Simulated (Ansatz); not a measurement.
# What a change does: geometry relaxation on SnO2

System: SnO2 (P4₂/mnm, 6 atoms in the cell).
Method of run 1: Kohn-Sham DFT of a periodic cell, PBE, SPMS NC, no spin polarisation (Ansatz 0.2.0).

The structure derives from an entry of the Crystallography Open Database. Text and figures count atoms from 1; the logs count them from 0 in places.

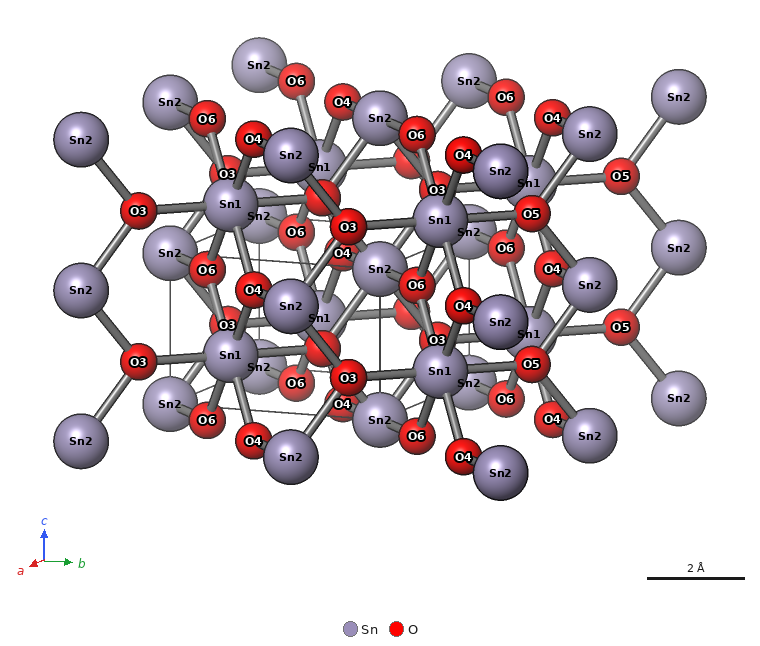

The input geometry (ball-and-stick view of the cell of the calculation, repeated 2 × 2 × 2, seen slightly off an axis; atoms are numbered from 1 in the order of the input). An atom can appear more than once, as a periodic image. Near neighbours in the periodic cell (some may lie outside the picture): Sn has 6 O at 2.05 to 2.06 Å; O has 3 Sn at 2.05 to 2.06 Å.

**Input, run 1**
```yaml
crystal:
  lattice:
    - [4.738, 0.0, 0.0]
    - [0.0, 4.738, 0.0]
    - [0.0, 0.0, 3.1865]
  atoms:
    - { symbol: Sn, position: [0.5, 0.5, 0.5] }
    - { symbol: Sn, position: [0.0, 0.0, 0.0] }
    - { symbol: O, position: [0.8071, 0.1929, 0.5] }
    - { symbol: O, position: [0.6929, 0.6929, 0.0] }
    - { symbol: O, position: [0.1929, 0.8071, 0.5] }
    - { symbol: O, position: [0.3071, 0.3071, 0.0] }
hamiltonian:
  xc: pbe
  pseudopotentials: { kind: nc, source: spms }
kpoints:
  mp_grid: { grid: [6, 6, 8] }
scf:
  occupations: { method: fermi_dirac, width: 0.05 }
output:
  forces: true
  stress: true
  eigenvalues: true
relax:
  f_tol: 0.01
  max_steps: 40
  cell: { stress_tol: 0.05 }
```

Command:
```bash
ansatz run input.yaml --threads 2 --pin off --max-ram 5632MiB --backend cpu --events-out ev --progress --plain --runs-dir out
```

Hardware: 2 threads of Arm Neoverse V1, 24 GiB of memory available, shared host.

**Output, shortened to warnings, some set-up lines, iterations and results (run 1)**
```
Basis set: ecut = 1034.032677347544 eV, 5409 PW (Γ), exchange–correlation on 100×100×72 points (8 copies of the dense FFT grid, shifted against one another)
Symmetry: 16 space group operations
k-points: 50 of 288
Initial density: superposition of atomic densities (chi_scale 0.1, normalization cell, long waves kept (reshape's long-wave potential 0.00 eV rms))
[...]
SCF iter   1: F=—  HF=-5642.050122 eV  |F-HF|=—  |Δ(HF+E_count)|=         —  Δρ=7.31e-2  dr2=2.89e0  ethr=3.10e-3  ⟨swp⟩=6.8  Hψ=7245  notcnv=0
SCF iter   2: F=—  HF=-5641.398817 eV  |F-HF|=—  |Δ(HF+E_count)|=   6.51e-1  Δρ=3.53e-2  dr2=4.26e-1  ethr=3.10e-3  ⟨swp⟩=2.3  Hψ=3000  notcnv=0  defer=89
SCF iter   3: F=—  HF=-5641.374026 eV  |F-HF|=—  |Δ(HF+E_count)|=   2.48e-2  Δρ=1.22e-2  dr2=8.27e-2  ethr=8.20e-4  ⟨swp⟩=2.6  Hψ=1963  notcnv=0  defer=89
SCF iter   4: F=—  HF=-5641.384266 eV  |F-HF|=—  |Δ(HF+E_count)|=   1.02e-2  Δρ=2.35e-3  dr2=1.96e-3  ethr=1.59e-4  ⟨swp⟩=3.2  Hψ=2879  notcnv=0  defer=89
SCF iter   5: F=—  HF=-5641.386774 eV  |F-HF|=—  |Δ(HF+E_count)|=   2.51e-3  Δρ=2.99e-4  dr2=4.08e-5  ethr=3.77e-6  ⟨swp⟩=2.1  Hψ=2733  notcnv=0  defer=89
[... 40 lines ...]
SCF iter   3: F=—  HF=-5641.504411 eV  |F-HF|=—  |Δ(HF+E_count)|=   2.76e-8  Δρ=2.12e-6  dr2=2.47e-9  ethr=2.38e-11  ⟨swp⟩=2.1  Hψ=2328  notcnv=0
SCF iter   4: F=—  HF=-5641.504411 eV  |F-HF|=—  |Δ(HF+E_count)|=   3.34e-9  Δρ=8.71e-7  dr2=1.23e-10  ethr=4.75e-12  ⟨swp⟩=2.0  Hψ=2374  notcnv=0
SCF iter   5: F=-5641.504411 eV  HF=-5641.504411 eV  |F-HF|=2.73e-12  |Δ(HF+E_count)|=  2.63e-10  Δρ=1.84e-7  dr2=9.95e-12  ethr=1.00e-12  ⟨swp⟩=8.1  Hψ=9273  notcnv=0
SCF 7 converged in 5 iterations: F = -5641.504411 eV  dr2 = 9.95e-12
relax step   7: F+E_penalty+E_count = -5641.50441096 eV  Δ(F+E_penalty+E_count) = -3.615e-4 eV  max|allowed force component| = 3.644e-4 eV/Å  Δτ_max = 0.0000 Å  P = +0.011 …
basis re-selected at this cell: Δ(F+E_penalty+E_count) = -3.615e-4 eV, ΔP = +0.004 GPa vs the last step (what re-selecting the basis moved, of the pressure what is left beyond the Pulay correction that the steps carried, after the strain that the cell walked since its last selection, with what the …
SCF converged after 5 iterations
Free energy (F): -5641.504411 eV
Harris-Foulkes:  -5641.504411 eV  (|F-HF|=2.73e-12)
Internal energy: -5641.504396 eV  (E = F + TS)
E sigma→0 (E₀):  -5641.504403 eV
Entropy (-TS):   -0.000015 eV (-0.003 meV/atom)
Fermi energy:    10.239188 eV
--- Per-component energies (eV) ---
  E_band       = -99.878095
  E_kinetic    = 3076.532153
  E_local      = -3312.653725  (includes V_loc(G=0)·N_el)
  E_nonlocal   = -983.835109
  E_hartree    = 1118.483681
  E_xc         = -1428.129266
  E_vxc        = -1116.888751  (∫ρ·V_xc dr)
  E_ewald      = -4111.902130
  E_smearing   = -0.000015  (= −TS)
  E_closure    = 0.000000  (closes the sum)
  Σ components = -5641.504411   (vs F -5641.504411, Δ=0.00e0)
--- Forces (eV/Å), atoms counted from 1 ---
  atom   1  Sn    -0.00000000    -0.00000000     0.00000000
  atom   2  Sn    -0.00000000    -0.00000000     0.00000000
  atom   3  O     -0.00036440     0.00036440     0.00000000
  atom   4  O      0.00036440     0.00036440    -0.00000000
  atom   5  O      0.00036440    -0.00036440    -0.00000000
  atom   6  O     -0.00036440    -0.00036440     0.00000000
  max |Σ_I F_I| component: 4.34e-18 eV/Å
--- Stress (GPa, compression-positive) ---
        0.010759       0.000000       0.000000
        0.000000       0.010759      -0.000000
        0.000000      -0.000000       0.010167
  P = ⅓ Tr σ = 0.0106 GPa (0.106 kbar)
--- Relaxed structure (5 steps of the walk, 5 accepted, 2 SCFs on fresh bases) ---
  F+E_penalty+E_count = -5641.50441096 eV   max|allowed force component| = 3.644e-4 eV/Å   (the final SCF, on the basis selected at the relaxed cell)
  cell:  # Å, volume = 75.2966 Å³
    - [4.822309102992667, 4.6711785131257534e-34, -2.308112313651289e-33]
    - [4.6711785131257534e-34, 4.822309102992667, -1.0991008266178244e-33]
    - [-1.2566242368019601e-33, -7.391905411603413e-34, 3.2379130282582507]
  atoms:
    - { symbol: Sn, position: [0.5, 0.5, 0.5] }
    - { symbol: Sn, position: [-3.051082517195778e-20, -4.576623775793633e-20, -1.8163567498335368e-34] }
[...]
```

The input of run 2 differs as follows (lines with − go, lines with + come):
```diff
-  pseudopotentials: { kind: nc, source: spms }
+  pseudopotentials: { kind: paw }
```

What does this change do to the results?

The total energies belong to different models, so their difference says nothing on which is more stable or more accurate. The gap on the mesh goes from 0.62 to 0.68 eV. The volume per atom goes from 12.55 to 12.58 Å³. The SCF takes 35 iterations over all geometry steps against 36. The default cutoff goes from 1034 to 420 eV with the change. On the same kind of shared host run 2 took about 0.3 times as long. The two runs start from different initial densities, which also moves the count.

**Output, shortened to warnings, some set-up lines, iterations and results (run 2)**
```
Basis set: ecut = 420 eV, 1411 PW (Γ), exchange–correlation on 64×64×48 points (8 copies of the dense FFT grid, shifted against one another)
Symmetry: 16 space group operations
k-points: 50 of 288
Initial density: superposition of atomic densities (neutral atoms: chi_scale 0, normalization atom), corrected by the library's trained network
[...]
SCF iter   1: F=—  HF=-14317.837577 eV  |F-HF|=—  |Δ(HF+E_count)|=         —  Δρ=1.09e-3  dr2=2.59e-4  ethr=1.77e-3  ⟨swp⟩=6.0  Hψ=7024  notcnv=0  defer=6
SCF iter   2: F=—  HF=-14317.839252 eV  |F-HF|=—  |Δ(HF+E_count)|=   1.68e-3  Δρ=5.86e-4  dr2=7.57e-5  ethr=4.99e-7  ⟨swp⟩=2.8  Hψ=3496  notcnv=0  defer=11
SCF iter   3: F=—  HF=-14317.839515 eV  |F-HF|=—  |Δ(HF+E_count)|=   2.63e-4  Δρ=1.89e-4  dr2=1.95e-5  ethr=1.46e-7  ⟨swp⟩=2.9  Hψ=2790  notcnv=0  defer=11
SCF iter   4: F=—  HF=-14317.839522 eV  |F-HF|=—  |Δ(HF+E_count)|=   7.40e-6  Δρ=4.60e-5  dr2=7.44e-7  ethr=3.75e-8  ⟨swp⟩=2.0  Hψ=2120  notcnv=0  defer=11
SCF iter   5: F=-14317.839524 eV  HF=-14317.839523 eV  |F-HF|=2.86e-7  |Δ(HF+E_count)|=   1.08e-6  Δρ=1.69e-5  dr2=1.00e-7  ethr=1.43e-9  ⟨swp⟩=2.0  Hψ=2601  notcnv=0  …
[... 39 lines ...]
SCF iter   3: F=—  HF=-14317.969250 eV  |F-HF|=—  |Δ(HF+E_count)|=   4.61e-6  Δρ=6.99e-6  dr2=2.18e-8  ethr=2.09e-10  ⟨swp⟩=2.0  Hψ=2138  notcnv=0
SCF iter   4: F=—  HF=-14317.969250 eV  |F-HF|=—  |Δ(HF+E_count)|=   3.88e-8  Δρ=2.32e-6  dr2=1.30e-9  ethr=4.18e-11  ⟨swp⟩=2.0  Hψ=2194  notcnv=0
SCF iter   5: F=-14317.969250 eV  HF=-14317.969250 eV  |F-HF|=9.28e-11  |Δ(HF+E_count)|=   3.97e-8  Δρ=1.98e-7  dr2=1.65e-11  ethr=1.00e-12  ⟨swp⟩=4.0  Hψ=7233  notcnv=0
SCF 7 converged in 5 iterations: F = -14317.969250 eV  dr2 = 1.65e-11
relax step   7: F+E_penalty+E_count = -14317.96924994 eV  Δ(F+E_penalty+E_count) = -1.110e-3 eV  max|allowed force component| = 4.548e-4 eV/Å  Δτ_max = 0.0000 Å  P = +0.023 …
basis re-selected at this cell: Δ(F+E_penalty+E_count) = -1.110e-3 eV, ΔP = +0.011 GPa vs the last step (what re-selecting the basis moved, of the pressure what is left beyond the Pulay correction that the steps carried, after the strain that the cell walked since its last selection, with what the …
SCF converged after 5 iterations
Free energy (F): -14317.969250 eV
Harris-Foulkes:  -14317.969250 eV  (|F-HF|=9.28e-11)
Internal energy: -14317.969241 eV  (E = F + TS)
E sigma→0 (E₀):  -14317.969246 eV
Entropy (-TS):   -0.000009 eV (-0.001 meV/atom)
Fermi energy:    9.098407 eV
--- Per-component energies (eV) ---
  E_band       = -154.615807
  E_kinetic    = 1078.005851
  E_local      = -2963.173232  (includes V_loc(G=0)·N_el)
  E_nonlocal   = 133.838018
  E_hartree    = 1523.810075
  E_xc         = -1053.242698
  E_vxc        = -561.658502  (∫ρ·V_xc dr)
  E_paw        = -8928.357143  (= ΣΔE_a)
  E_vpaw       = -889.258001  (= ΣTr[D̂ρ^β])
  E_aug_tail   = 0.009863  (compensation charges beyond the density's cutoff)
  E_ewald      = -4108.859976
  E_smearing   = -0.000009  (= −TS)
  E_closure    = 0.000000  (closes the sum)
  Σ components = -14317.969250   (vs F -14317.969250, Δ=0.00e0)
--- Forces (eV/Å), atoms counted from 1 ---
  atom   1  Sn     0.00000000     0.00000000     0.00000000
  atom   2  Sn    -0.00000000     0.00000000     0.00000000
  atom   3  O      0.00045483    -0.00045483     0.00000000
  atom   4  O     -0.00045483    -0.00045483    -0.00000000
  atom   5  O     -0.00045483     0.00045483    -0.00000000
  atom   6  O      0.00045483     0.00045483     0.00000000
  max |Σ_I F_I| component: 1.73e-18 eV/Å
--- Stress (GPa, compression-positive) ---
        0.031316      -0.000000      -0.000000
       -0.000000       0.031316      -0.000000
       -0.000000      -0.000000       0.005732
  P = ⅓ Tr σ = 0.0228 GPa (0.228 kbar)
--- Relaxed structure (5 steps of the walk, 5 accepted, 2 SCFs on fresh bases) ---
  F+E_penalty+E_count = -14317.96924994 eV   max|allowed force component| = 4.548e-4 eV/Å   (the final SCF, on the basis selected at the relaxed cell)
  cell:  # Å, volume = 75.4519 Å³
    - [4.827005393306242, 5.495504133089122e-34, -9.342357835982861e-34]
    - [5.495504133089122e-34, 4.827005393306242, -1.6486512399267366e-34]
[...]
```

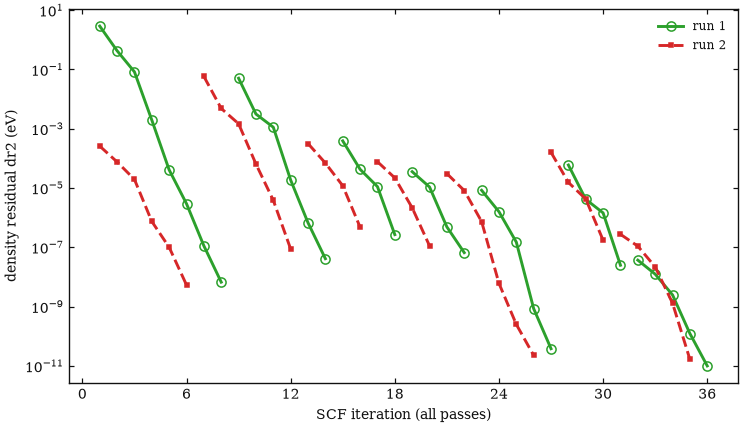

Convergence of the two runs: density residual dr2 against the SCF iteration. A break in a curve parts two SCF passes. Run 1 takes 36 iterations in all, and run 2 takes 35.

**The two runs side by side**

| quantity | run 1 | run 2 |
| --- | --- | --- |
| outcome | converged | converged |
| free energy per atom (eV) | −940.2507 | −2386.3282 |
| gap on the mesh (eV) | 0.62 | 0.68 |
| pressure (GPa) | 0.01 | 0.02 |
| volume per atom (Å³) | 12.55 | 12.58 |
| largest force (eV/Å) | 0.001 | 0.001 |
| SCF iterations | 36 | 35 |
| irreducible k-points | 50 | 50 |
| wall time (shared host) | 79 s | 23 s |
